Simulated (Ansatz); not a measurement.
Run report: C, geometry relaxation (part 1 of 2)

- system: C (P6/mmm, 10 atoms in the cell)
- method: DFT PBE, scalar-relativistic, plane waves, PAW, no spin polarisation (Ansatz 0.2.0)

The structure derives from an entry of the Crystallography Open Database. Figures and captions count atoms from 1; the log counts them from 0 in places.

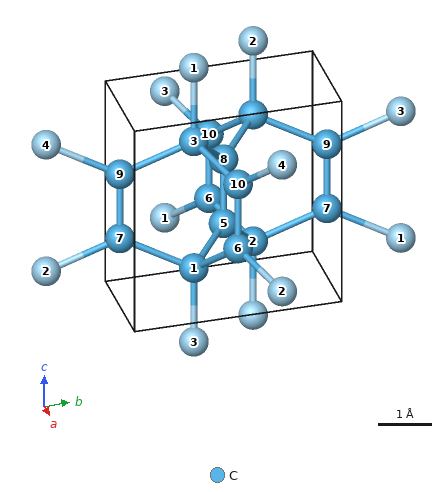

*The input geometry (ball-and-stick view of the cell of the calculation, seen at an oblique angle; neighbours outside the cell are drawn fainter; atoms are numbered from 1 in the order of the input).*

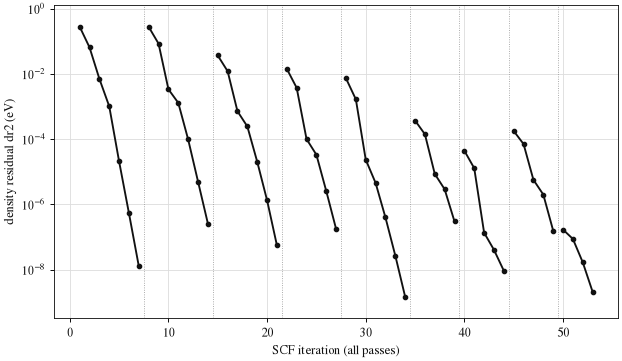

*Convergence of the self-consistent field: density residual dr2 against the SCF iteration. The dotted lines part the SCF passes of the relaxation: geometry steps, rejected trials and re-solves on a re-selected basis.*

The 9 passes take 4 to 7 iterations each, 53 in all.

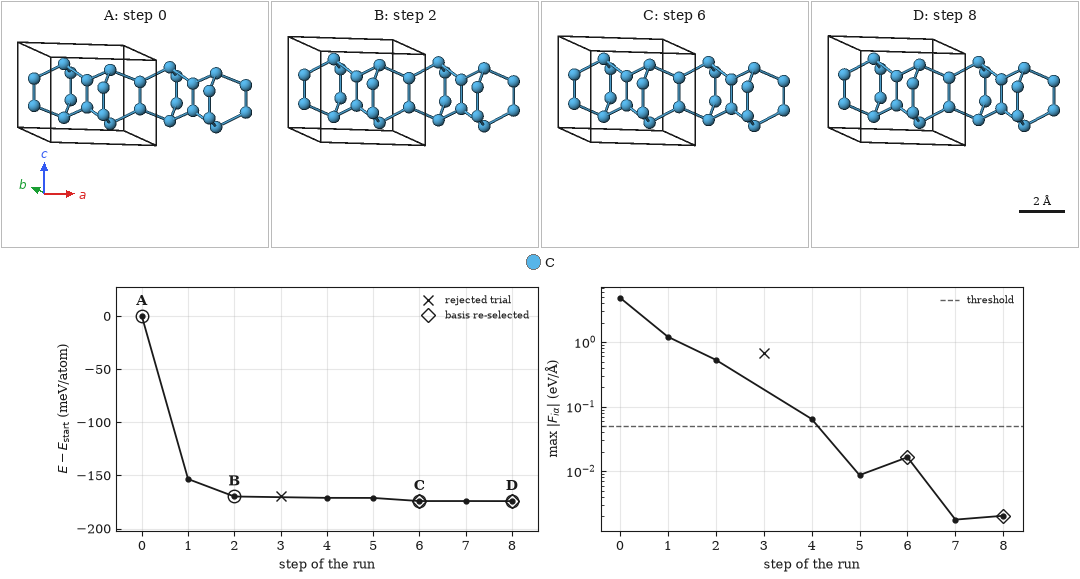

*Frames of the relaxation (ball-and-stick view of the cell of the calculation, repeated 2 × 1 × 1, seen slightly off an axis) above the curves, on which the letters mark them (the first geometry is step 0 here and step 1 in the log).*

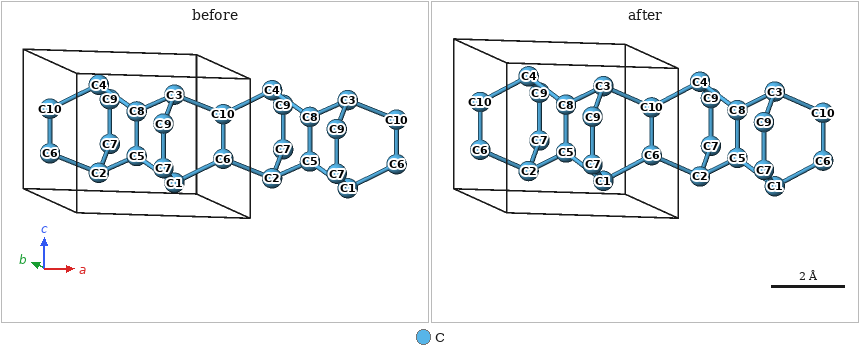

*Before (left) and after (right) the relaxation, at one scale (ball-and-stick view of the cell of the calculation, repeated 2 × 1 × 1, seen slightly off an axis).*

After 6 geometry steps the energy has fallen by 174 meV per atom. Largest force component: 4.9 eV/Å at the start, 0.002 eV/Å at the end. Pressure: 29.84 GPa at the start and 0.04 GPa at the end. The line search rejected the trial step at point 3 (counted from 0) and went back. 1 further SCF at an unchanged geometry re-selected the plane-wave basis for the new cell. The atoms keep their places relative to the cell (all moves are under 0.005 Å). The volume changes by +5.2 %, with a = b 4.890 → 4.837 Å (−1.1 %), c 3.880 → 4.172 Å (+7.5 %). Among the contacts that change: C1–C3 1.428 → 1.535 Å, C5–C8 1.242 → 1.331 Å, C1–C5 1.536 → 1.542 Å. Among the angles that change: C1–C5–C2 133.6° → 129.9°, C5–C2–C6 105.5° → 103.3°. The space group stays P6/mmm (No. 191). The energy change given includes the shifts at the re-selections in mid-walk, which come without any move. A last SCF at the same geometry on a re-selected plane-wave basis shifts the energy by −0.1 meV per atom. (Atoms are counted from 1 in the order of the input.)

The input that produced these results follows, with the program's output.

Input
```yaml
crystal:
  lattice:
    - [4.8899981707, 0.0, 0.0]
    - [-2.4449990854, 4.2348626403, 0.0]
    - [0.0, 0.0, 3.88]
  atoms:
    - { symbol: C, position: [0.6666666667, 0.3333333333, 0.184] }
    - { symbol: C, position: [0.3333333333, 0.6666666667, 0.184] }
    - { symbol: C, position: [0.6666666667, 0.3333333333, 0.816] }
    - { symbol: C, position: [0.3333333333, 0.6666666667, 0.816] }
    - { symbol: C, position: [0.5, 0.5, 0.34] }
    - { symbol: C, position: [0.0, 0.5, 0.34] }
    - { symbol: C, position: [0.5, 0.0, 0.34] }
    - { symbol: C, position: [0.5, 0.5, 0.66] }
    - { symbol: C, position: [0.5, 0.0, 0.66] }
    - { symbol: C, position: [0.0, 0.5, 0.66] }
basis:
  ecutwfc: 420
kpoints:
  mp_grid: { grid: [6, 6, 6] }
hamiltonian:
  xc: pbe
scf:
  occupations: { method: gaussian, width: 0.1 }
output:
  forces: true
  stress: true
  eigenvalues: true
relax:
  adjacent_minimum: "off"
  f_tol: 0.05
  max_steps: 80
  cell: { stress_tol: 0.5 }
```

Launch command:
```bash
ansatz run input.yaml --threads 2 --pin off --max-ram 5120MiB --backend cpu --events-out ev --progress --plain --runs-dir out
```

What the program printed
```
Engine: ansatz 0.2.0, x86_64-unknown-linux-gnu
Pseudopotentials: kind: paw
Pseudopotential: C, paw, valence charge 4, recommended cutoff 420 eV (normal), C.paw.azcp
Functional definition: PBE
  parameter kappa = 0.804
  parameter beta = 0.06672455060314922
  exchange = pbe_x(kappa = kappa, mu = beta*pi^2/3)
  correlation = pbe_c(beta = beta)
Crystal: 10 atoms, lattice volume = 80.349 Å³
Basis set: ecut = 420 eV, 1603 PW (Γ), exchange–correlation on 72×72×54 points (8 copies of the dense FFT grid, shifted against one another)
Bands: 30, of which v1, the nominal top of the filled ones, is band 20 counted from 1 (19 counted from 0)
Symmetry: 24 space group operations
Space group: P6/mmm (ITA 191), of the structure as read, at distance tolerance 4.3e-5 Å
k-points: 28 of 216
Non-local potential: C, projectors of the file, l = 0: 2, l = 1: 2, l = 2: 1
PAW form: soft (Blöchl's): semilocal exchange-correlation on the pseudo side does not see the compensation charge
PAW one-centre angular grid: C, 110 points (default); XC on 64 Gauss nodes
Initial density: superposition of atomic densities (neutral atoms: chi_scale 0, normalization atom), corrected by the library's trained network
Initial wavefunctions: pseudopotential atomic-orbital guess
Functional: x = pbe(κ = 0.804, μ = 0.2195149727645171), c = pbe(β = 0.06672455060314922)
SCF iter   1: F=—  HF=-2502.077463 eV  |F-HF|=—  |Δ(HF+E_count)|=         —  Δρ=1.66e-2  dr2=2.83e-1  ethr=1.77e-3  ⟨swp⟩=6.3  Hψ=4010  notcnv=0  defer=25
preconditioner: auto → Resta (q_TF=auto, 2.429 Å⁻¹)  ε∞=3.9  [insulator: Δε(μ)=0.748 eV  Ē_g=15.420 eV  σ=0.100 eV  W_gap=1.00  n_scr=20 (ndim 8)  ℏωp=26.2 eV  f_vac=0.111  D(μ)=0.00/eV (n_scr^D=0)  ε∞_Penn≈3.9]
SCF iter   2: F=—  HF=-2502.017525 eV  |F-HF|=—  |Δ(HF+E_count)|=   5.99e-2  Δρ=8.51e-3  dr2=6.58e-2  ethr=7.07e-4  ⟨swp⟩=2.3  Hψ=1424  notcnv=0  defer=103
SCF iter   3: F=—  HF=-2502.011408 eV  |F-HF|=—  |Δ(HF+E_count)|=   6.12e-3  Δρ=2.14e-3  dr2=7.12e-3  ethr=1.64e-4  ⟨swp⟩=2.0  Hψ=1119  notcnv=0  defer=103
SCF iter   4: F=—  HF=-2502.014786 eV  |F-HF|=—  |Δ(HF+E_count)|=   3.38e-3  Δρ=6.90e-4  dr2=1.02e-3  ethr=1.78e-5  ⟨swp⟩=2.6  Hψ=1191  notcnv=0  defer=103
SCF iter   5: F=—  HF=-2502.015942 eV  |F-HF|=—  |Δ(HF+E_count)|=   1.16e-3  Δρ=1.67e-4  dr2=2.08e-5  ethr=2.54e-6  ⟨swp⟩=2.1  Hψ=1263  notcnv=0  defer=103
SCF iter   6: F=—  HF=-2502.016038 eV  |F-HF|=—  |Δ(HF+E_count)|=   9.66e-5  Δρ=2.35e-5  dr2=5.32e-7  ethr=5.21e-8  ⟨swp⟩=2.0  Hψ=1400  notcnv=0  defer=113
SCF iter   7: F=-2502.016039 eV  HF=-2502.016039 eV  |F-HF|=4.41e-9  |Δ(HF+E_count)|=   7.62e-7  Δρ=4.19e-6  dr2=1.26e-8  ethr=2.50e-10  ⟨swp⟩=11.6  Hψ=4560  notcnv=0
SCF 1 converged in 7 iterations: F = -2502.016039 eV  dr2 = 1.26e-8
  greatest PAW one-centre occupation: 0.692 electrons in one spin orbital (limit 2), on the C atom at site 9 (counted from 0), in its partial waves of l = 0
relax step   1: F+E_penalty+E_count = -2502.01603920 eV  Δ(F+E_penalty+E_count) = +0.000e0 eV  max|allowed force component| = 4.888e0 eV/Å  Δτ_max = 0.0000 Å  P = +29.835 GPa  Ω = 80.349 Å³  (7 SCF iters, dr2 threshold 1.00e-7 eV, accepted)
Crystal: 10 atoms, lattice volume = 82.667 Å³
Basis set: ecut = 420 eV, 1639 PW (Γ), exchange–correlation on 72×72×54 points (8 copies of the dense FFT grid, shifted against one another)
Initial density: handed on by an earlier stage of this run
Initial wavefunctions: those handed on with the density
iter 1 solved again at ethr=6.95e-4 eV; its pass at ethr=3.10e-3 eV (dr2=2.78e-1 eV) is discarded
SCF iter   1: F=—  HF=-2503.658448 eV  |F-HF|=—  |Δ(HF+E_count)|=         —  Δρ=2.05e-2  dr2=2.79e-1  ethr=6.95e-4  ⟨swp⟩=2.1  Hψ=5172  notcnv=0
preconditioner: auto → Kerker (q_TF=auto, 2.417 Å⁻¹)  [metal: Δε(μ)=0.091 eV  Ē_g=14.992 eV  σ=0.100 eV  W_gap=0.47  n_scr=20 (ndim 8)  ℏωp=25.8 eV  f_vac=0.141  D(μ)=0.41/eV (n_scr^D=0)]
SCF iter   2: F=—  HF=-2503.584247 eV  |F-HF|=—  |Δ(HF+E_count)|=   7.42e-2  Δρ=1.09e-2  dr2=8.53e-2  ethr=6.95e-4  ⟨swp⟩=2.5  Hψ=1250  notcnv=0  defer=1
SCF iter   3: F=—  HF=-2503.551205 eV  |F-HF|=—  |Δ(HF+E_count)|=   3.30e-2  Δρ=1.33e-3  dr2=3.40e-3  ethr=2.13e-4  ⟨swp⟩=2.0  Hψ=1586  notcnv=0  defer=1
SCF iter   4: F=—  HF=-2503.550671 eV  |F-HF|=—  |Δ(HF+E_count)|=   5.34e-4  Δρ=7.11e-4  dr2=1.30e-3  ethr=8.49e-6  ⟨swp⟩=1.8  Hψ=1187  notcnv=0  defer=1
SCF iter   5: F=—  HF=-2503.549989 eV  |F-HF|=—  |Δ(HF+E_count)|=   6.82e-4  Δρ=2.66e-4  dr2=9.82e-5  ethr=3.25e-6  ⟨swp⟩=2.6  Hψ=1365  notcnv=0  defer=1
SCF iter   6: F=—  HF=-2503.549845 eV  |F-HF|=—  |Δ(HF+E_count)|=   1.45e-4  Δρ=6.64e-5  dr2=5.03e-6  ethr=2.46e-7  ⟨swp⟩=2.2  Hψ=1254  notcnv=0  defer=1
SCF iter   7: F=-2503.549848 eV  HF=-2503.549847 eV  |F-HF|=3.69e-7  |Δ(HF+E_count)|=   2.61e-6  Δρ=1.45e-5  dr2=2.59e-7  ethr=2.50e-9  ⟨swp⟩=9.1  Hψ=4508  notcnv=0
SCF 2 converged in 7 iterations: F = -2503.549848 eV  dr2 = 2.59e-7
  greatest PAW one-centre occupation: 0.676 electrons in one spin orbital (limit 2), on the C atom at site 9 (counted from 0), in its partial waves of l = 0
relax step   2: F+E_penalty+E_count = -2503.54984784 eV  Δ(F+E_penalty+E_count) = -1.534e0 eV  max|allowed force component| = 1.211e0 eV/Å  Δτ_max = 0.0091 Å  P = +9.441 GPa  Ω = 82.667 Å³  energy of the carried Pulay correction = -9.707e-3 eV  (7 SCF iters, dr2 threshold 1.00e-6 eV, accepted)
Crystal: 10 atoms, lattice volume = 83.890 Å³
Basis set: ecut = 420 eV, 1621 PW (Γ), exchange–correlation on 72×72×54 points (8 copies of the dense FFT grid, shifted against one another)
iter 1 solved again at ethr=9.48e-5 eV; its pass at ethr=3.10e-3 eV (dr2=3.79e-2 eV) is discarded
SCF iter   1: F=—  HF=-2503.729004 eV  |F-HF|=—  |Δ(HF+E_count)|=         —  Δρ=7.35e-3  dr2=3.70e-2  ethr=9.48e-5  ⟨swp⟩=1.9  Hψ=4579  notcnv=0
preconditioner: auto → Kerker (q_TF=auto, 2.411 Å⁻¹)  [metal: Δε(μ)=0.079 eV  Ē_g=14.904 eV  σ=0.100 eV  W_gap=0.42  n_scr=20 (ndim 8)  ℏωp=25.6 eV  f_vac=0.139  D(μ)=0.52/eV (n_scr^D=0)]
SCF iter   2: F=—  HF=-2503.719363 eV  |F-HF|=—  |Δ(HF+E_count)|=   9.64e-3  Δρ=3.98e-3  dr2=1.22e-2  ethr=9.26e-5  ⟨swp⟩=1.2  Hψ=884  notcnv=0
SCF iter   3: F=—  HF=-2503.714412 eV  |F-HF|=—  |Δ(HF+E_count)|=   4.95e-3  Δρ=6.04e-4  dr2=7.19e-4  ethr=3.06e-5  ⟨swp⟩=2.1  Hψ=1309  notcnv=0
SCF iter   4: F=—  HF=-2503.714132 eV  |F-HF|=—  |Δ(HF+E_count)|=   2.80e-4  Δρ=3.07e-4  dr2=2.46e-4  ethr=1.80e-6  ⟨swp⟩=2.1  Hψ=1322  notcnv=0
SCF iter   5: F=—  HF=-2503.714036 eV  |F-HF|=—  |Δ(HF+E_count)|=   9.62e-5  Δρ=1.32e-4  dr2=2.04e-5  ethr=6.15e-7  ⟨swp⟩=2.4  Hψ=1400  notcnv=0
SCF iter   6: F=—  HF=-2503.714034 eV  |F-HF|=—  |Δ(HF+E_count)|=   1.94e-6  Δρ=3.65e-5  dr2=1.34e-6  ethr=5.11e-8  ⟨swp⟩=2.2  Hψ=1299  notcnv=0
SCF iter   7: F=-2503.714035 eV  HF=-2503.714035 eV  |F-HF|=7.93e-8  |Δ(HF+E_count)|=   1.14e-6  Δρ=6.45e-6  dr2=5.52e-8  ethr=2.50e-9  ⟨swp⟩=7.2  Hψ=4004  notcnv=0
SCF 3 converged in 7 iterations: F = -2503.714035 eV  dr2 = 5.52e-8
  greatest PAW one-centre occupation: 0.671 electrons in one spin orbital (limit 2), on the C atom at site 9 (counted from 0), in its partial waves of l = 0
relax step   3: F+E_penalty+E_count = -2503.71403529 eV  Δ(F+E_penalty+E_count) = -1.642e-1 eV  max|allowed force component| = 5.323e-1 eV/Å  Δτ_max = 0.0021 Å  P = +2.266 GPa  Ω = 83.890 Å³  energy of the carried Pulay correction = -1.472e-2 eV  (7 SCF iters, dr2 threshold 1.00e-6 eV, accepted)
Crystal: 10 atoms, lattice volume = 84.523 Å³
iter 1 solved again at ethr=3.53e-5 eV; its pass at ethr=3.10e-3 eV (dr2=1.41e-2 eV) is discarded
SCF iter   1: F=—  HF=-2503.715486 eV  |F-HF|=—  |Δ(HF+E_count)|=         —  Δρ=4.86e-3  dr2=1.44e-2  ethr=3.53e-5  ⟨swp⟩=2.1  Hψ=4284  notcnv=0
preconditioner: auto → Kerker (q_TF=auto, 2.408 Å⁻¹)  [metal: Δε(μ)=0.072 eV  Ē_g=14.904 eV  σ=0.100 eV  W_gap=0.35  n_scr=20 (ndim 8)  ℏωp=25.5 eV  f_vac=0.140  D(μ)=0.29/eV (n_scr^D=0)]
SCF iter   2: F=—  HF=-2503.712566 eV  |F-HF|=—  |Δ(HF+E_count)|=   2.92e-3  Δρ=2.56e-3  dr2=3.77e-3  ethr=3.53e-5  ⟨swp⟩=2.1  Hψ=1113  notcnv=0
SCF iter   3: F=—  HF=-2503.711492 eV  |F-HF|=—  |Δ(HF+E_count)|=   1.07e-3  Δρ=2.71e-4  dr2=1.01e-4  ethr=9.42e-6  ⟨swp⟩=2.1  Hψ=1197  notcnv=0
SCF iter   4: F=—  HF=-2503.711358 eV  |F-HF|=—  |Δ(HF+E_count)|=   1.34e-4  Δρ=1.18e-4  dr2=3.34e-5  ethr=2.53e-7  ⟨swp⟩=2.2  Hψ=1332  notcnv=0
SCF iter   5: F=—  HF=-2503.711351 eV  |F-HF|=—  |Δ(HF+E_count)|=   6.96e-6  Δρ=4.14e-5  dr2=2.57e-6  ethr=8.36e-8  ⟨swp⟩=2.9  Hψ=1418  notcnv=0
SCF iter   6: F=-2503.711351 eV  HF=-2503.711351 eV  |F-HF|=1.18e-7  |Δ(HF+E_count)|=   6.33e-7  Δρ=1.19e-5  dr2=1.75e-7  ethr=2.50e-9  ⟨swp⟩=7.2  Hψ=3965  notcnv=0
SCF 4 converged in 6 iterations: F = -2503.711351 eV  dr2 = 1.75e-7
  greatest PAW one-centre occupation: 0.670 electrons in one spin orbital (limit 2), on the C atom at site 9 (counted from 0), in its partial waves of l = 0
relax step   4: F+E_penalty+E_count = -2503.71135073 eV  Δ(F+E_penalty+E_count) = +2.685e-3 eV  max|allowed force component| = 6.707e-1 eV/Å  Δτ_max = 0.0161 Å  P = +0.401 GPa  Ω = 84.523 Å³  energy of the carried Pulay correction = -1.728e-2 eV  (6 SCF iters, dr2 threshold 1.00e-6 eV, rejected (line search))
Crystal: 10 atoms, lattice volume = 84.222 Å³
iter 1 solved again at ethr=1.85e-5 eV; its pass at ethr=3.10e-3 eV (dr2=7.39e-3 eV) is discarded
SCF iter   1: F=—  HF=-2503.729000 eV  |F-HF|=—  |Δ(HF+E_count)|=         —  Δρ=3.25e-3  dr2=7.36e-3  ethr=1.85e-5  ⟨swp⟩=2.0  Hψ=4060  notcnv=0
preconditioner: auto → Kerker (q_TF=auto, 2.410 Å⁻¹)  [metal: Δε(μ)=0.076 eV  Ē_g=14.911 eV  σ=0.100 eV  W_gap=0.41  n_scr=20 (ndim 8)  ℏωp=25.6 eV  f_vac=0.136  D(μ)=0.44/eV (n_scr^D=0)]
SCF iter   2: F=—  HF=-2503.727494 eV  |F-HF|=—  |Δ(HF+E_count)|=   1.51e-3  Δρ=1.64e-3  dr2=1.67e-3  ethr=1.84e-5  ⟨swp⟩=2.5  Hψ=1152  notcnv=0
SCF iter   3: F=—  HF=-2503.727065 eV  |F-HF|=—  |Δ(HF+E_count)|=   4.29e-4  Δρ=1.90e-4  dr2=2.37e-5  ethr=4.17e-6  ⟨swp⟩=2.3  Hψ=1284  notcnv=0
SCF iter   4: F=—  HF=-2503.726922 eV  |F-HF|=—  |Δ(HF+E_count)|=   1.43e-4  Δρ=4.89e-5  dr2=4.57e-6  ethr=5.93e-8  ⟨swp⟩=2.3  Hψ=1374  notcnv=0
SCF iter   5: F=—  HF=-2503.726921 eV  |F-HF|=—  |Δ(HF+E_count)|=   9.81e-7  Δρ=1.56e-5  dr2=3.98e-7  ethr=1.14e-8  ⟨swp⟩=2.4  Hψ=1335  notcnv=0
SCF iter   6: F=—  HF=-2503.726921 eV  |F-HF|=—  |Δ(HF+E_count)|=   1.36e-7  Δρ=4.72e-6  dr2=2.68e-8  ethr=9.94e-10  ⟨swp⟩=2.5  Hψ=1337  notcnv=0
SCF iter   7: F=-2503.726922 eV  HF=-2503.726922 eV  |F-HF|=2.93e-9  |Δ(HF+E_count)|=   3.48e-8  Δρ=1.18e-6  dr2=1.46e-9  ethr=2.50e-11  ⟨swp⟩=6.9  Hψ=3755  notcnv=0
SCF 5 converged in 7 iterations: F = -2503.726922 eV  dr2 = 1.46e-9
relax step   5: F+E_penalty+E_count = -2503.72692152 eV  Δ(F+E_penalty+E_count) = -1.289e-2 eV  max|allowed force component| = 6.460e-2 eV/Å  Δτ_max = 0.0056 Å  P = +0.856 GPa  Ω = 84.222 Å³  energy of the carried Pulay correction = -1.606e-2 eV  (7 SCF iters, accepted)
Crystal: 10 atoms, lattice volume = 84.396 Å³
iter 1 solved again at ethr=9.47e-7 eV; its pass at ethr=3.10e-3 eV (dr2=3.79e-4 eV) is discarded
SCF iter   1: F=—  HF=-2503.727833 eV  |F-HF|=—  |Δ(HF+E_count)|=         —  Δρ=7.34e-4  dr2=3.75e-4  ethr=9.47e-7  ⟨swp⟩=2.1  Hψ=3811  notcnv=0
preconditioner: auto → Kerker (q_TF=auto, 2.409 Å⁻¹)  [metal: Δε(μ)=0.075 eV  Ē_g=14.892 eV  σ=0.100 eV  W_gap=0.40  n_scr=20 (ndim 8)  ℏωp=25.6 eV  f_vac=0.136  D(μ)=0.43/eV (n_scr^D=0)]
SCF iter   2: F=—  HF=-2503.727585 eV  |F-HF|=—  |Δ(HF+E_count)|=   2.47e-4  Δρ=4.17e-4  dr2=1.42e-4  ethr=9.38e-7  ⟨swp⟩=1.0  Hψ=840  notcnv=0
SCF iter   3: F=—  HF=-2503.727533 eV  |F-HF|=—  |Δ(HF+E_count)|=   5.24e-5  Δρ=7.29e-5  dr2=8.62e-6  ethr=3.55e-7  ⟨swp⟩=2.0  Hψ=1312  notcnv=0
SCF iter   4: F=—  HF=-2503.727532 eV  |F-HF|=—  |Δ(HF+E_count)|=   6.51e-7  Δρ=3.57e-5  dr2=2.92e-6  ethr=2.15e-8  ⟨swp⟩=2.4  Hψ=1351  notcnv=0
SCF iter   5: F=-2503.727531 eV  HF=-2503.727531 eV  |F-HF|=5.79e-8  |Δ(HF+E_count)|=   6.84e-7  Δρ=1.65e-5  dr2=3.00e-7  ethr=2.50e-9  ⟨swp⟩=6.8  Hψ=3944  notcnv=0
SCF 6 converged in 5 iterations: F = -2503.727531 eV  dr2 = 3.00e-7
  greatest PAW one-centre occupation: 0.669 electrons in one spin orbital (limit 2), on the C atom at site 9 (counted from 0), in its partial waves of l = 0
relax step   6: F+E_penalty+E_count = -2503.72753144 eV  Δ(F+E_penalty+E_count) = -6.099e-4 eV  max|allowed force component| = 8.707e-3 eV/Å  Δτ_max = 0.0009 Å  P = +0.136 GPa  Ω = 84.396 Å³  energy of the carried Pulay correction = -1.677e-2 eV  (5 SCF iters, dr2 threshold 1.00e-6 eV, accepted)
Basis set: ecut = 420 eV, 1621 PW (Γ), exchange–correlation on 72×72×60 points (8 copies of the dense FFT grid, shifted against one another)
Initial wavefunctions: pseudopotential atomic-orbital guess (no wavefunctions were taken with the density)
iter 1 solved again at ethr=2.45e-7 eV; its pass at ethr=3.10e-3 eV (dr2=9.80e-5 eV) is discarded
```
